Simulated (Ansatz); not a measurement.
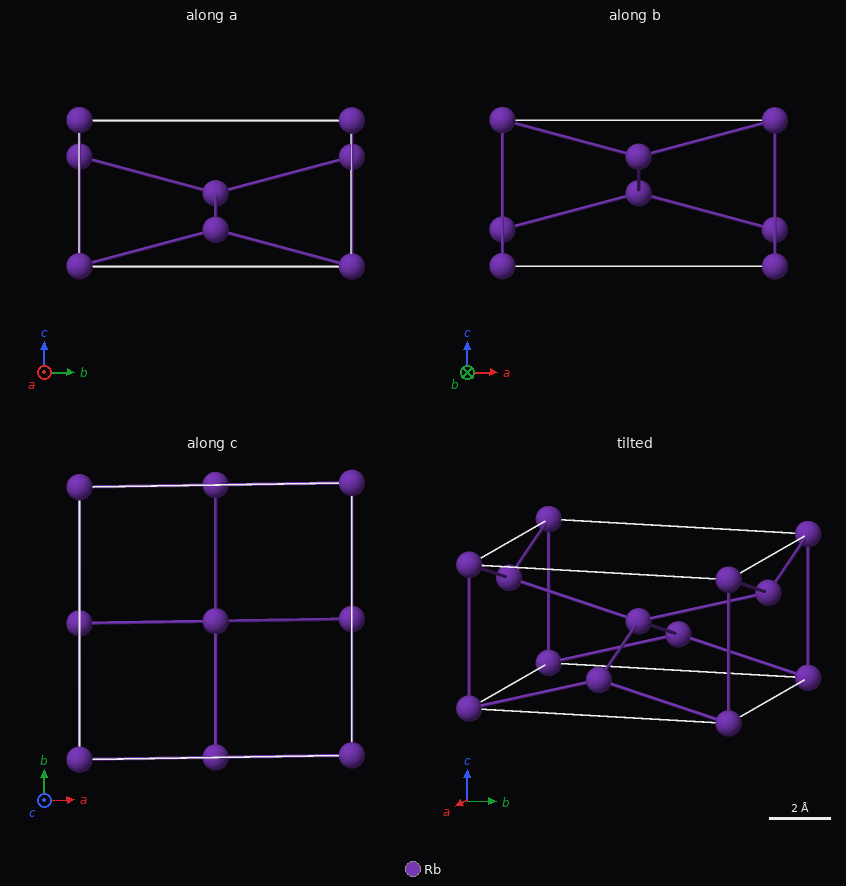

Crystal structure, ball-and-stick style, seen along the a axis, along the b axis, along the c axis and slightly off an axis. The wireframe shows the drawn cell (a repeat of the simulation cell).

Lattice parameters: a = 8.971 Å, b = 8.971 Å, c = 4.809 Å, α = 90.06°, β = 90.06°, γ = 89.10°. Put a along x and b in the xy plane.

Convert the drawing into a POSCAR file.

Answer.
```
Rb
1.0
     8.971    0.000    0.000
     0.141    8.970    0.000
    -0.005   -0.005    4.809
Rb
4
Direct
  0.0001 0.0000 0.0001
  0.0000 0.5001 0.2501
  0.5001 0.5000 0.5001
  0.5000 0.0001 0.7501
```

It derives from a structure type filled with this element by a generator (whether the element takes this form wasn't checked). Earlier steps of the study may have refined or changed the cell and positions. It went into a calculation with Ansatz.
